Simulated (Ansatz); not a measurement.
System: Si$_{6}$N.

The calculation's input:

```
crystal:
  lattice:
    - [2.5150317003, 1.4520542292, 4.1135740739]
    - [-2.5150317003, 1.4520542292, 4.1135740739]
    - [0.0, -2.9041084584, 4.1135740739]
  atoms:
    - { symbol: Si, position: [0.9257245101, 0.5346765287, 0.2793667261] }
    - { symbol: Si, position: [0.0742754899, 0.4653234713, 0.7206332739] }
    - { symbol: Si, position: [0.2793667261, 0.9257245101, 0.5346765287] }
    - { symbol: Si, position: [0.5346765287, 0.2793667261, 0.9257245101] }
    - { symbol: Si, position: [0.7206332739, 0.0742754899, 0.4653234713] }
    - { symbol: Si, position: [0.4653234713, 0.7206332739, 0.0742754899] }
    - { symbol: "N", position: [0.0, 0.0, 0.0] }
basis:
  ecutwfc: 420
kpoints:
  mp_grid: { grid: [12, 12, 12] }
hamiltonian:
  xc: pbe
scf:
  occupations: { method: gaussian, width: 0.1 }
output:
  forces: true
  stress: true
  eigenvalues: true
  write_density: true
  write_potential: true
  elf: true
  volumetric_format: npy
relax:
  adjacent_minimum: "off"
  f_tol: 0.01
  max_steps: 80
  cell: { stress_tol: 0.05 }
```

Command:

```sh
ansatz run input.yaml --threads 1 --pin off --max-ram 2560MiB --backend cpu --events-out ev --progress --plain --runs-dir out
```

Below, planes, directions and counts refer to the conventional cell (a = 5.01 Å, b = 5.01 Å, c = 12.42 Å, α = 90.00°, β = 90.00°, γ = 120.00°).

The fields are those of the run's last geometry, not of the input's.

Space group R-3; a structure generated by program, which may or may not match a known phase; computed without spin polarisation.

Level of theory: DFT PBE, scalar-relativistic, plane waves, PAW in Ansatz 0.2.0.

> Predict the valence pseudo-density and electron localisation function between the atoms.

Si–N (2.16 Å): ρ at the midpoint is about 0.48 e/Å³; the ELF peaks at about 0.80 in the valence shell of N, 0.6 Å from its nucleus, and is about 0.65 at the midpoint.
Si–Si (2.50 Å): ρ is about 0.44 e/Å³ halfway; the ELF peaks at about 0.85 between the atoms.
Si–Si (2.57 Å): the density is about 0.36 e/Å³ at the midpoint; the ELF peaks at about 0.80 between the atoms.

> Does the calculation give a band gap?

It is gapless in this calculation (a metal or semimetal).

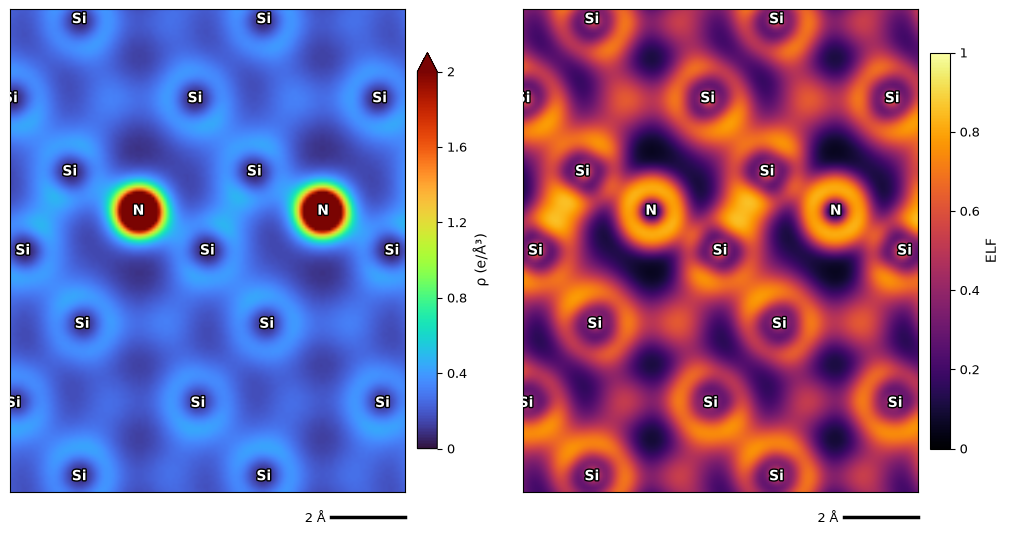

Computed valence pseudo-density and electron localisation function on the (100) plane of the conventional cell, in this order. 

In a PAW calculation such maps are meaningful between the atoms, not at the nuclei.
